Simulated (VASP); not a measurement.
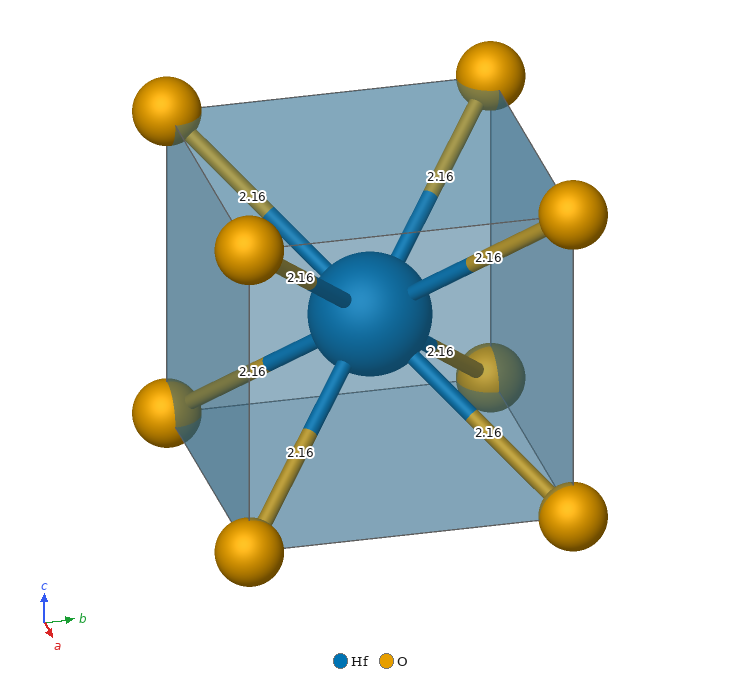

Coordination of Hf in HfO2 (Fm-3m); bond lengths in Å. The shape measure S (0 to 100) is the computed least-squares distance from an ideal polyhedron; S = 0 means ideal. Source: coordinates from a relaxation with VASP, VASP Kohn-Sham DFT of a periodic cell, LDA, VASP PAW LDA potentials, recommended.

Name the coordination polyhedron and say how regular it is.

Answer. HfO8: an essentially ideal cube (coordination number 8, S = 0.00; next best hexagonal bipyramid, S = 8.4).

Does the central atom sit at the centroid of its ligands?

Answer. Yes, to within 0.01 Å; the site symmetry is m-3m.
